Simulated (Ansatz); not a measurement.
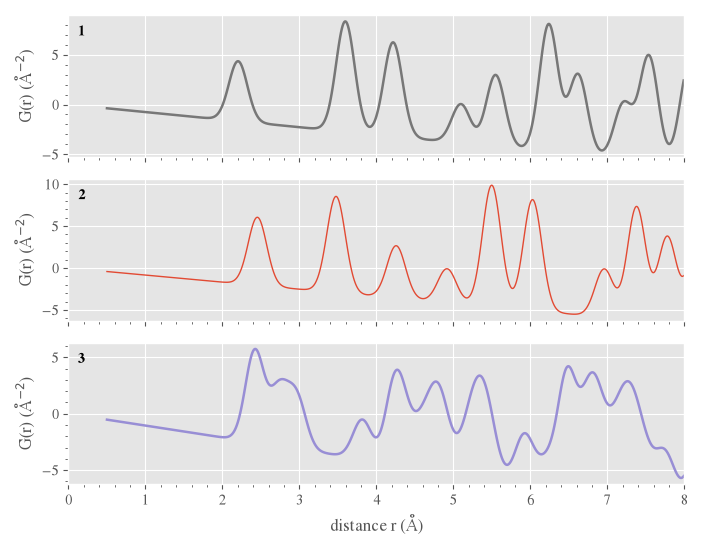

Simulated neutron pair distribution function, G(r) = R(r)/r − 4πρ₀r, summed over the atomic distances of the structure with each pair weighted by the product of the tabulated coherent neutron scattering lengths (natural isotope mix where the element has one); every distance is a Gaussian of σ = 0.12 Å. There is no Q-range truncation.

Candidate structures:

A. 
```cif
data_structure
_symmetry_space_group_name_H-M 'Fd-3m:1'
_symmetry_Int_Tables_number 227
_cell_length_a 5.0952
_cell_length_b 5.0952
_cell_length_c 5.0952
_cell_angle_alpha 90.000
_cell_angle_beta 90.000
_cell_angle_gamma 90.000
_cell_volume 132.28
loop_
_atom_site_label
_atom_site_type_symbol
_atom_site_symmetry_multiplicity
_atom_site_Wyckoff_symbol
_atom_site_fract_x
_atom_site_fract_y
_atom_site_fract_z
_atom_site_occupancy
Cr1 Cr 8 b 0.25000 0.25000 0.75000 1
```

B. 
```cif
data_structure
_symmetry_space_group_name_H-M 'P 1'
_symmetry_Int_Tables_number 1
_cell_length_a 2.4028
_cell_length_b 4.9205
_cell_length_c 8.0878
_cell_angle_alpha 90.000
_cell_angle_beta 90.000
_cell_angle_gamma 90.000
_cell_volume 95.62
loop_
_atom_site_label
_atom_site_type_symbol
_atom_site_fract_x
_atom_site_fract_y
_atom_site_fract_z
_atom_site_occupancy
Cr1 Cr 0.25000 0.25000 0.75000 1
Cr2 Cr 0.50000 0.00000 0.00000 1
Cr3 Cr 0.25000 0.75000 0.25000 1
Cr4 Cr 0.50000 0.50000 0.50000 1
Cr5 Cr 0.75000 0.25000 0.25000 1
Cr6 Cr 0.00000 0.00000 0.50000 1
Cr7 Cr 0.75000 0.75000 0.75000 1
Cr8 Cr 0.00000 0.50000 0.00000 1
```

C. 
```cif
data_structure
_symmetry_space_group_name_H-M 'Pm-3m'
_symmetry_Int_Tables_number 221
_cell_length_a 2.4611
_cell_length_b 2.4611
_cell_length_c 2.4611
_cell_angle_alpha 90.000
_cell_angle_beta 90.000
_cell_angle_gamma 90.000
_cell_volume 14.91
loop_
_atom_site_label
_atom_site_type_symbol
_atom_site_symmetry_multiplicity
_atom_site_Wyckoff_symbol
_atom_site_fract_x
_atom_site_fract_y
_atom_site_fract_z
_atom_site_occupancy
Cr1 Cr 1 a 0.00000 0.00000 0.00000 1
```

All cells are input geometries of electronic-structure calculations (not necessarily at equilibrium); the starting structure was generated, so it need not be a known form of this composition.

Q: Which PDF belongs to which candidate?

A: curve 1 is A (Cr, first clear peaks at 2.20 Å (Cr–Cr) and 3.60 Å (Cr–Cr)); curve 2 is C (Cr, first clear peaks at 2.45 Å (Cr–Cr) and 3.48 Å (Cr–Cr)); curve 3 is B (Cr, first clear peaks at 2.43 Å (Cr–Cr) and 2.79 Å (Cr–Cr)).
